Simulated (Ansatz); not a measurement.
Single-point calculation of Ti$_{2}$Co (part 1 of 2)

System: Ti$_{2}$Co (Fd-3m, 6 atoms in the cell).
Method: DFT r2SCAN, scalar-relativistic, plane waves, PAW, spin-polarised (Ansatz 0.2.0).

The structure derives from an entry of the Crystallography Open Database. It belongs to a series of runs on one base structure; here: volume × 0.91. Figures and captions count atoms from 1; the log counts them from 0 in places.

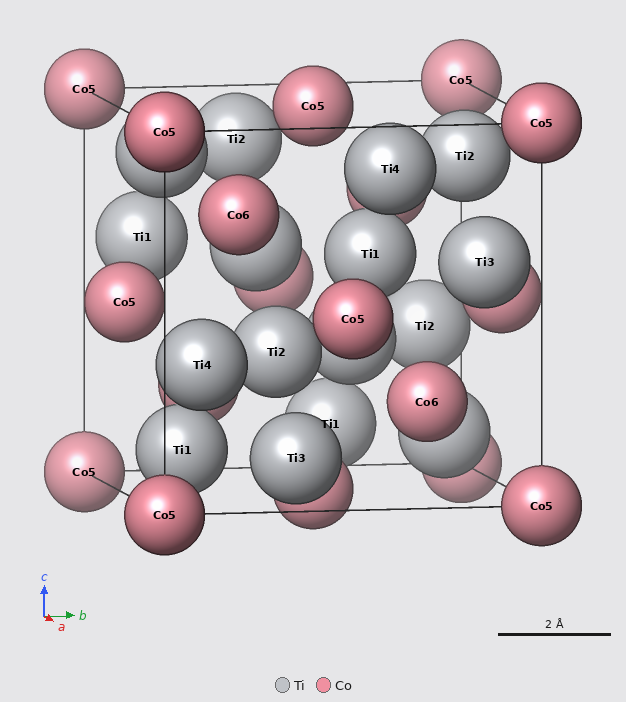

The input geometry (spheres-only view of the cell 4 times as large as that of the calculation, set on its symmetry axes, seen slightly off an axis; atoms are numbered from 1 in the order of the input). An atom can appear more than once, as a periodic image.

The input
```yaml
crystal:
  lattice:
    - [0.0, 3.4541449603, 3.4541449603]
    - [3.4541449603, 0.0, 3.4541449603]
    - [3.4541449603, 3.4541449603, 0.0]
  atoms:
    - { symbol: Ti, position: [0.625, 0.625, 0.625], spin: 0.41 }
    - { symbol: Ti, position: [0.125, 0.625, 0.625], spin: 0.41 }
    - { symbol: Ti, position: [0.625, 0.625, 0.125], spin: 0.41 }
    - { symbol: Ti, position: [0.625, 0.125, 0.625], spin: 0.41 }
    - { symbol: Co, position: [0.0, 0.0, 0.0], spin: 1.94 }
    - { symbol: Co, position: [0.25, 0.25, 0.25], spin: 1.94 }
basis:
  ecutwfc: 500
kpoints:
  mp_grid: { grid: [10, 10, 10] }
hamiltonian:
  xc: r2scan
scf:
  occupations: { method: gaussian, width: 0.1 }
output:
  forces: true
  stress: true
  eigenvalues: true
  populations: true
  write_density: true
  write_potential: true
  elf: true
  volumetric_format: npy
magnetization:
  spin_polarized: true
```

Command:
```bash
ansatz run input.yaml --threads 2 --pin off --max-ram 5120MiB --backend cpu --events-out ev --progress --plain --runs-dir out
```

Output
```
Engine: ansatz 0.2.0, x86_64-unknown-linux-gnu
Pseudopotentials: kind: paw
Pseudopotential: Ti, paw, valence charge 12, recommended cutoff 500 eV (meta_gga), Ti.paw.azcp
Pseudopotential: Co, paw, valence charge 17, recommended cutoff 500 eV (meta_gga), Co.paw.azcp
Functional definition: r2SCAN
  parameter k0 = 0.174
  parameter k1 = 0.065
  parameter a1 = 4.9479
  exchange = r2scan_x(k0 = k0, k1 = k1, a1 = a1)
  correlation = r2scan_c
Crystal: 6 atoms, lattice volume = 82.424 Å³
Basis set: ecut = 500 eV, 2085 PW (Γ), exchange–correlation on 144×144×144 points (64 copies of the dense FFT grid, shifted against one another)
Bands: 53, of which v1, the nominal top of the filled ones, is band 41 counted from 1 (40 counted from 0)
Symmetry: 48 space group operations
Space group: Fd-3m (ITA 227), of the structure as read, at distance tolerance 4.4e-5 Å
Magnetic group: BNS 227.128 (UNI 1630), of the structure as read, at distance tolerance 4.4e-5 Å
k-points: 47 of 1000
Non-local potential: Ti, projectors of the file, l = 0: 3, l = 1: 2, l = 2: 3, l = 3: 1
Non-local potential: Co, projectors of the file, l = 0: 3, l = 1: 2, l = 2: 3, l = 3: 1
PAW form: soft (Blöchl's): semilocal exchange-correlation on the pseudo side does not see the compensation charge
PAW frozen core: Ti, regenerated for the run's functional (the file was generated under x = pbe(κ = 0.804, μ = 0.2195149727645171), c = pbe(β = 0.06672455060314922))
PAW frozen core: Co, regenerated for the run's functional (the file was generated under x = pbe(κ = 0.804, μ = 0.2195149727645171), c = pbe(β = 0.06672455060314922))
PAW one-centre angular grid: Ti, 590 points (default); XC on 160 Gauss nodes
PAW one-centre angular grid: Co, 590 points (default); XC on 160 Gauss nodes
Initial density: superposition of atomic densities (chi_scale 0.1, normalization cell)
Starting moments: Σ|m| = 5.52 μB on 6 of 6 sites
Initial wavefunctions: pseudopotential atomic-orbital guess
Functional: x = r2scan, c = r2scan; τ floored in thin density (d = 2e-4 eV/Å³)
SCF iter   1: F=—  HF=-20273.706632 eV  |F-HF|=—  |Δ(HF+E_count)|=         —  Δρ=4.66e-2 (↑3.98e-2 ↓4.66e-2)  dr2=4.76e0  dr2_τ=6.59e-2  dr2_m=1.67e-1  M=4.392 μB ∫|m|=4.903 μB  β_m=1.00  ethr=3.10e-3  ⟨swp⟩=4.5  Hψ=15776  notcnv=0
Mixer restart at iter 1: flushing history
preconditioner: auto → Kerker (q_TF=auto, 2.726 Å⁻¹)  [metal: Δε(μ)=0.014 eV  Ē_g=4.700 eV  σ=0.100 eV  W_gap=0.08  n_scr=26 (ndim 8)  ℏωp=23.8 eV  f_vac=0.000  D(μ)=6.66/eV (n_scr^D=64)]
spin=Collinear: Kerker preconditioning applied to the charge; magnetization (m = ρ↑ − ρ↓) channel mixes plain (no charge-response kernel on spin).
SCF iter   2: F=—  HF=-20274.582549 eV  |F-HF|=—  |Δ(HF+E_count)|=   8.76e-1  Δρ=1.92e-2 (↑1.72e-2 ↓1.92e-2)  dr2=1.09e0  dr2_τ=1.77e-2  dr2_m=2.56e-2  M=4.351 μB ∫|m|=5.294 μB  β_m=1.00  ethr=3.10e-3  ⟨swp⟩=2.0  Hψ=7897  notcnv=0  defer=444  κ⁻¹=1.0e0(r=1)
SCF iter   3: F=—  HF=-20276.059871 eV  |F-HF|=—  |Δ(HF+E_count)|=    1.48e0  Δρ=1.25e-2 (↑1.12e-2 ↓1.25e-2)  dr2=5.00e-1  dr2_τ=3.79e-3  dr2_m=2.89e-3  M=4.395 μB ∫|m|=5.544 μB  β_m=1.00  ethr=1.33e-3  ⟨swp⟩=2.0  Hψ=5891  notcnv=0  defer=443  κ⁻¹=4.6e-2(r=2)
SCF iter   4: F=—  HF=-20277.153868 eV  |F-HF|=—  |Δ(HF+E_count)|=    1.09e0  Δρ=8.39e-3 (↑5.77e-3 ↓8.39e-3)  dr2=1.63e-1  dr2_τ=1.38e-3  dr2_m=2.73e-3  M=4.442 μB ∫|m|=5.664 μB  β_m=1.00  ethr=6.10e-4  ⟨swp⟩=2.2  Hψ=7364  notcnv=0  defer=443  κ⁻¹=1.2e-2(r=3)
SCF iter   5: F=—  HF=-20277.354396 eV  |F-HF|=—  |Δ(HF+E_count)|=         —  Δρ=8.56e-3 (↑3.16e-3 ↓8.56e-3)  dr2=6.03e-2  dr2_τ=5.80e-4  dr2_m=1.51e-2  M=4.461 μB ∫|m|=5.582 μB  β_m=1.00  ethr=1.98e-4  ⟨swp⟩=2.0  Hψ=8684  notcnv=0  defer=436
Mixer restart at iter 5: flushing history
SCF iter   6: F=—  HF=-20277.356006 eV  |F-HF|=—  |Δ(HF+E_count)|=   1.61e-3  Δρ=5.53e-3 (↑2.21e-3 ↓5.53e-3)  dr2=3.73e-2  dr2_τ=4.61e-4  dr2_m=4.28e-3  M=4.465 μB ∫|m|=5.562 μB  β_m=1.00  ethr=7.35e-5  ⟨swp⟩=1.1  Hψ=5346  notcnv=0  defer=435  κ⁻¹=1.0e0(r=1)
SCF iter   7: F=—  HF=-20277.363755 eV  |F-HF|=—  |Δ(HF+E_count)|=   7.75e-3  Δρ=1.77e-3 (↑1.49e-3 ↓1.77e-3)  dr2=1.19e-2  dr2_τ=3.34e-5  dr2_m=1.35e-4  M=4.462 μB ∫|m|=5.525 μB  β_m=1.00  ethr=4.55e-5  ⟨swp⟩=2.0  Hψ=6127  notcnv=0  defer=437  κ⁻¹=3.5e-2(r=2)
SCF iter   8: F=—  HF=-20277.367798 eV  |F-HF|=—  |Δ(HF+E_count)|=   4.04e-3  Δρ=1.31e-3 (↑1.31e-3 ↓9.82e-4)  dr2=3.12e-3  dr2_τ=5.18e-5  dr2_m=5.96e-5  M=4.441 μB ∫|m|=5.493 μB  β_m=1.00  ethr=1.46e-5  ⟨swp⟩=2.0  Hψ=6629  notcnv=0  defer=439  κ⁻¹=9.8e-3(r=3)
SCF iter   9: F=—  HF=-20277.368918 eV  |F-HF|=—  |Δ(HF+E_count)|=   1.12e-3  Δρ=6.01e-4 (↑6.01e-4 ↓5.66e-4)  dr2=5.35e-4  dr2_τ=1.69e-5  dr2_m=3.05e-6  M=4.431 μB ∫|m|=5.483 μB  β_m=1.00  ethr=3.80e-6  ⟨swp⟩=2.0  Hψ=8281  notcnv=0  defer=440  κ⁻¹=2.7e-3(r=4)
SCF iter  10: F=—  HF=-20277.369292 eV  |F-HF|=—  |Δ(HF+E_count)|=   3.74e-4  Δρ=4.29e-4 (↑4.16e-4 ↓4.29e-4)  dr2=2.89e-4  dr2_τ=6.60e-6  dr2_m=4.31e-7  M=4.432 μB ∫|m|=5.481 μB  β_m=1.00  ethr=6.53e-7  ⟨swp⟩=2.0  Hψ=7369  notcnv=0  defer=440  κ⁻¹=1.3e-3(r=5)
SCF iter  11: F=—  HF=-20277.369437 eV  |F-HF|=—  |Δ(HF+E_count)|=   1.44e-4  Δρ=1.70e-4 (↑1.61e-4 ↓1.70e-4)  dr2=5.76e-5  dr2_τ=1.12e-6  dr2_m=2.82e-6  M=4.439 μB ∫|m|=5.485 μB  β_m=1.00  ethr=3.53e-7  ⟨swp⟩=2.0  Hψ=8853  notcnv=0  defer=440  κ⁻¹=1.9e-4(r=6)
SCF iter  12: F=—  HF=-20277.369511 eV  |F-HF|=—  |Δ(HF+E_count)|=   7.42e-5  Δρ=8.37e-5 (↑6.29e-5 ↓8.37e-5)  dr2=1.57e-5  dr2_τ=2.63e-7  dr2_m=2.96e-7  M=4.434 μB ∫|m|=5.480 μB  β_m=1.00  ethr=7.03e-8  ⟨swp⟩=2.0  Hψ=8797  notcnv=0  defer=439  κ⁻¹=2.8e-5(r=7)
SCF iter  13: F=—  HF=-20277.369509 eV  |F-HF|=—  |Δ(HF+E_count)|=   1.59e-6  Δρ=2.96e-5 (↑2.96e-5 ↓2.50e-5)  dr2=1.05e-6  dr2_τ=2.34e-8  dr2_m=1.00e-7  M=4.434 μB ∫|m|=5.480 μB  β_m=1.00  ethr=1.92e-8  ⟨swp⟩=2.0  Hψ=6585  notcnv=0  defer=440  κ⁻¹=1.7e-5(r=8)
SCF iter  14: F=—  HF=-20277.369510 eV  |F-HF|=—  |Δ(HF+E_count)|=   1.08e-6  Δρ=4.43e-5 (↑2.50e-5 ↓4.43e-5)  dr2=2.59e-6  dr2_τ=2.32e-8  dr2_m=8.35e-8  M=4.434 μB ∫|m|=5.479 μB  β_m=1.00  ethr=1.28e-9  ⟨swp⟩=2.0  Hψ=8486  notcnv=0  defer=440  κ⁻¹=3.4e-6(r=8)
SCF iter  15: F=—  HF=-20277.369511 eV  |F-HF|=—  |Δ(HF+E_count)|=   4.13e-7  Δρ=1.23e-5 (↑1.23e-5 ↓1.23e-5)  dr2=1.71e-7  dr2_τ=5.95e-9  dr2_m=2.71e-9  M=4.434 μB ∫|m|=5.479 μB  β_m=1.00  ethr=1.28e-9  ⟨swp⟩=2.0  Hψ=6594  notcnv=0  defer=440  κ⁻¹=7.8e-6(r=8)
SCF iter  16: F=—  HF=-20277.369511 eV  |F-HF|=—  |Δ(HF+E_count)|=   3.42e-7  Δρ=1.44e-5 (↑1.23e-5 ↓1.44e-5)  dr2=4.07e-7  dr2_τ=2.08e-9  dr2_m=2.72e-9  M=4.434 μB ∫|m|=5.479 μB  β_m=1.00  ethr=2.08e-10  ⟨swp⟩=2.0  Hψ=8850  notcnv=0  defer=440  κ⁻¹=3.7e-6(r=8)
SCF iter  17: F=—  HF=-20277.369511 eV  |F-HF|=—  |Δ(HF+E_count)|=   4.57e-8  Δρ=4.37e-6 (↑2.44e-6 ↓4.37e-6)  dr2=2.60e-8  dr2_τ=1.96e-10  dr2_m=3.25e-9  M=4.434 μB ∫|m|=5.479 μB  β_m=1.00  ethr=2.08e-10  ⟨swp⟩=2.0  Hψ=8877  notcnv=0  defer=440  κ⁻¹=7.9e-6(r=8)
SCF iter  18: F=-20277.369511 eV  HF=-20277.369511 eV  |F-HF|=6.18e-8  |Δ(HF+E_count)|=   4.30e-8  Δρ=7.92e-6 (↑1.54e-6 ↓7.92e-6)  dr2=7.82e-8  dr2_τ=3.70e-10  dr2_m=8.25e-9  M=4.434 μB ∫|m|=5.479 μB  ethr=3.18e-11  ⟨swp⟩=10.9  Hψ=30351  notcnv=0
SCF 1 converged in 18 iterations: F = -20277.369511 eV  dr2 = 7.82e-8
  greatest PAW one-centre occupation: 1.003 electrons in one spin orbital (limit 2), on the Co atom at site 5 (counted from 0), in its partial waves of l = 1
```

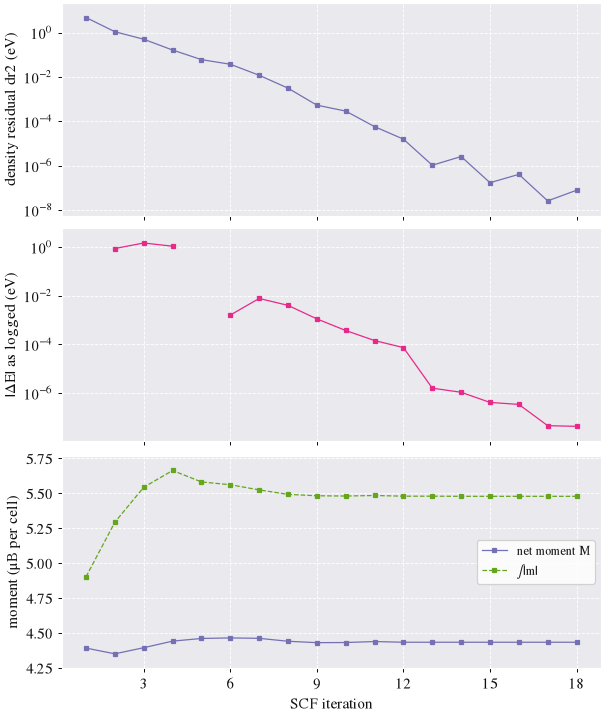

Convergence of the self-consistent field: density residual dr2, size of the energy change and magnetic moment against the SCF iteration. The residual falls unevenly and jumps up by a factor of two or more 3 times on the way down. The net moment starts and ends at 4.4 μB per cell.

```
this state was not tested for a lower state beside it, because the mixer in use, unlike msr1, does not test its closes by its own steps (another_mixer; see scf.mixing.algorithm and scf.lower_state_search)
SCF converged after 18 iterations
Magnetization: 4.4345 μB (43.2172 up, 38.7828 down)
Absolute magnetization: 5.4929 μB (∫|ρ↑−ρ↓|, with the PAW one-centre terms)
Spin contamination: 0.4616 ħ² per cell (⟨S²⟩ above its minimum at these occupations)
Per-site moments (μB) at R_I (Å): [(0.3472696597161003, 1.0075103464096555), (0.3472696597161002, 1.0075103464096555), (0.3472696597160996, 1.0075103464096555), (0.3472696597160996, 1.0075103464096555), (1.5888319370376847, 1.1814106017462527), (1.5888319370376842, 1.1814106017462527)]
Free energy (F): -20277.369511 eV
Harris-Foulkes:  -20277.369511 eV  (|F-HF|=6.18e-8)
Internal energy: -20277.346060 eV  (E = F + TS)
E sigma→0 (E₀):  -20277.357785 eV
Entropy (-TS):   -0.023451 eV (-3.909 meV/atom)
Fermi energy:    15.995461 eV
--- Per-component energies (eV) ---
  E_band       = -1153.402677
  E_kinetic    = 2021.096087
  E_local      = -9333.813493  (includes V_loc(G=0)·N_el)
  E_nonlocal   = 948.107946
  E_hartree    = 3943.484815
  E_xc         = -691.380388
  E_vxc        = -998.581538  (∫ρ·V_xc dr)
  E_paw        = -7280.248977  (= ΣΔE_a)
  E_vpaw       = -1744.147672  (= ΣTr[D̂ρ^β])
  E_aug_tail   = 0.000477  (compensation charges beyond the density's cutoff)
  E_vtau       = 66.948126  (kinetic-family band-sum trace: ∫τ·v_τ [+ j·A + Jᵃ·Aᵃ] dr)
  E_ewald      = -9882.988286
  E_core_change = -1.604241  (= ΣΔE_core)
  E_smearing   = -0.023451  (= −TS)
  E_closure    = -0.000000  (closes the sum)
  Σ components = -20277.369511   (vs F -20277.369511, Δ=0.00e0)
--- Forces (eV/Å), atoms counted from 1 ---
  atom   1  Ti     0.00000000    -0.00000000    -0.00000000
  atom   2  Ti     0.00000000    -0.00000000     0.00000000
  atom   3  Ti     0.00000000    -0.00000000    -0.00000000
  atom   4  Ti     0.00000000    -0.00000000    -0.00000000
  atom   5  Co    -0.00000000     0.00000000    -0.00000000
  atom   6  Co    -0.00000000    -0.00000000    -0.00000000
  max |Σ_I F_I| component: 7.23e-19 eV/Å
```
